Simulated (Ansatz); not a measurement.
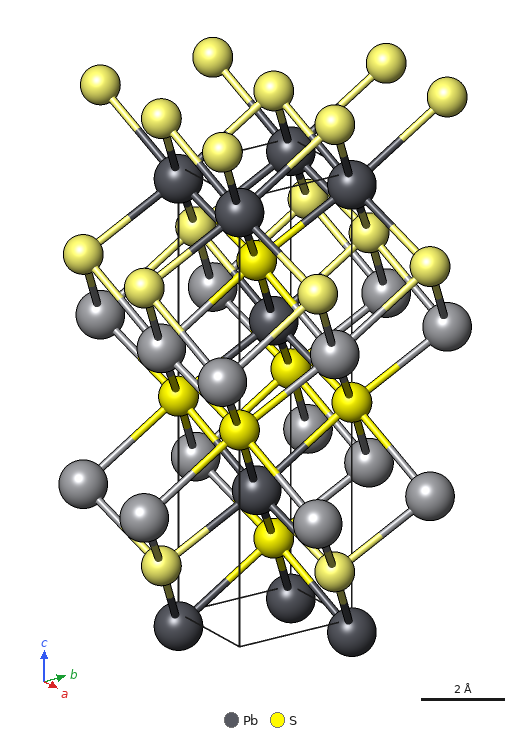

Structure drawing (ball-and-stick), viewed slightly off an axis. The lines enclose the conventional unit cell; boundary atoms appear with their images. Atoms just outside the outline that bond to atoms inside are added, in fainter colours.

PbS, space group R3m (No. 160), a = 4.25 Å, b = 4.25 Å, c = 11.04 Å, α = 90.00°, β = 90.00°, γ = 120.00°.

Run with DFT PBEsol, scalar-relativistic, plane waves, PAW (Ansatz 0.2.0) and these settings: plane waves to 420 eV, k-points about 0.20 Å⁻¹ apart, Gaussian smearing of 0.02 eV, no spin polarisation.

Question: Classify it as metallic or gapped, with the value.

Answer: A semiconductor at this level, with a gap of 0.71 eV on the k-mesh (the true edges may lie between mesh points, so the gap can be somewhat smaller).

Question: How far is the cell from zero pressure?

Answer: The computed pressure is -5.1 GPa (stretched: it would shrink). The stress isn't hydrostatic: its largest component is 6.5 GPa.

Provenance: a structure listed in the Materials Project. The cell was then strained or its atoms displaced on purpose. A calculation with Ansatz used it as input.

At this level of theory the cell isn't at rest (stretched, at -5 GPa), so its distances can differ from those at equilibrium, the more so the softer the solid.
